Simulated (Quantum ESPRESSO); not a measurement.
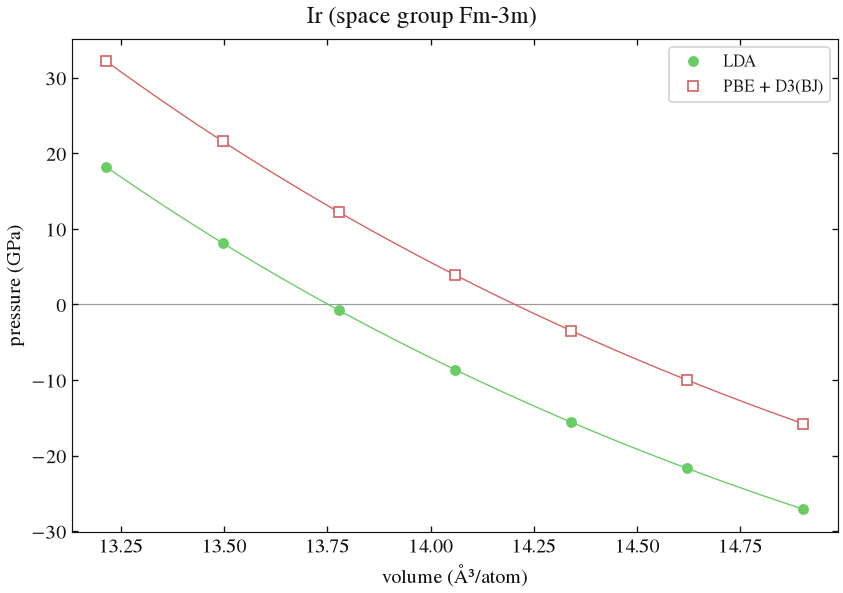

The figure shows the pressure against volume, with one curve for each functional, for Ir (space group Fm-3m).

How it was computed, with Quantum ESPRESSO 7.5: plane-wave DFT, no spin polarisation; energies at scaled volumes of the given cell, shape and fractions fixed, counted from the fit's minimum, third-order Birch-Murnaghan fit. All runs: no spin polarisation.

| setting | value |
| --- | --- |
| k mesh | 12×12×12 |
| occupations | Fermi–Dirac |
| smearing width | 0.05 eV |

Settings that differ: LDA: density cutoff 3050 eV, wave cutoff 762 eV, potentials PseudoDojo-0.4.1-SR-LDA-standard; PBE + D3(BJ): density cutoff 3700 eV, wave cutoff 925 eV, potentials PseudoDojo-0.4.1-SR-PBE-standard.

Tabulate the plotted points.

LDA:
| volume (Å³/atom) | pressure (GPa) |
| --- | --- |
| 13.22 | 18.17 |
| 13.50 | 8.13 |
| 13.78 | −0.76 |
| 14.06 | −8.61 |
| 14.34 | −15.56 |
| 14.62 | −21.69 |
| 14.90 | −27.09 |

PBE + D3(BJ):
| volume (Å³/atom) | pressure (GPa) |
| --- | --- |
| 13.22 | 32.16 |
| 13.50 | 21.60 |
| 13.78 | 12.23 |
| 14.06 | 3.92 |
| 14.34 | −3.46 |
| 14.62 | −10.00 |
| 14.90 | −15.78 |
